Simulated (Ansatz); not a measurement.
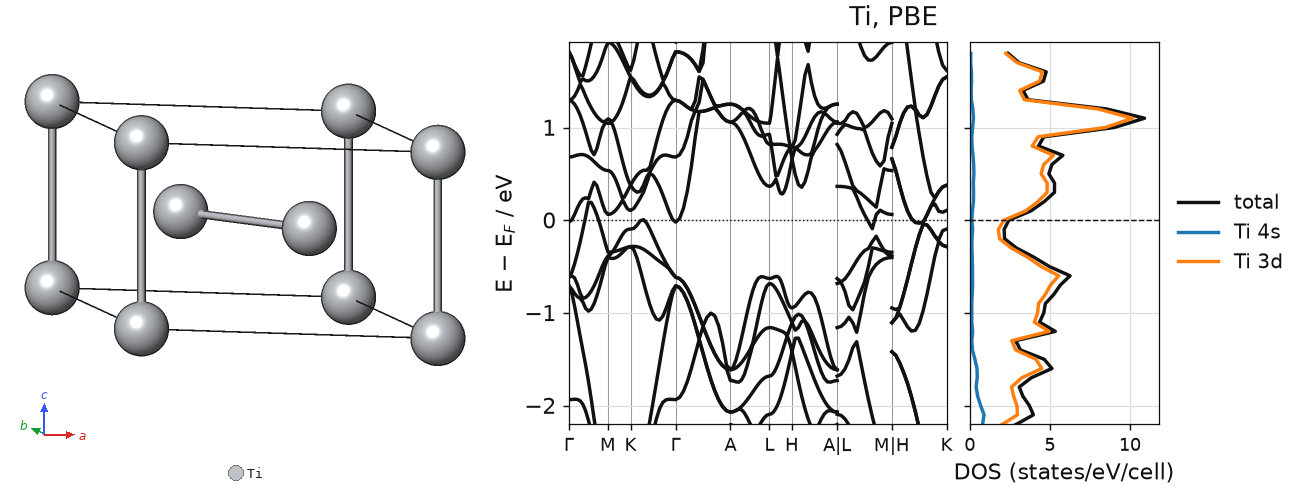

Write a caption that states what the plot shows.

Band structure and density of states of Ti, space group P6/mmm, 3 atoms in the cell, beside the structure. Ansatz; DFT PBE, scalar-relativistic, plane waves, PAW, no spin polarisation, 12×12×14 k mesh, 420 eV cutoff, Gaussian smearing of 0.1 eV. Energies are counted from the Fermi level. The partial curves are projected on Löwdin-orthogonalised atomic shells.

A metal: bands cross the Fermi level along this path. The last band that the electron count would fill rises to 0.19 eV above the Fermi level between Γ and M, leaving holes there, and the next band dips to 0.09 eV below it between L and M, holding electrons: an overlap of 0.28 eV, small enough to call it a semimetal. At M the nearest levels lie 0.35 eV below and 0.06 eV above the Fermi level. The density of states at the Fermi level isn't well fixed here: it changes fast, and within 0.3 eV it runs from 2.1 to 5.3 per eV and cell.
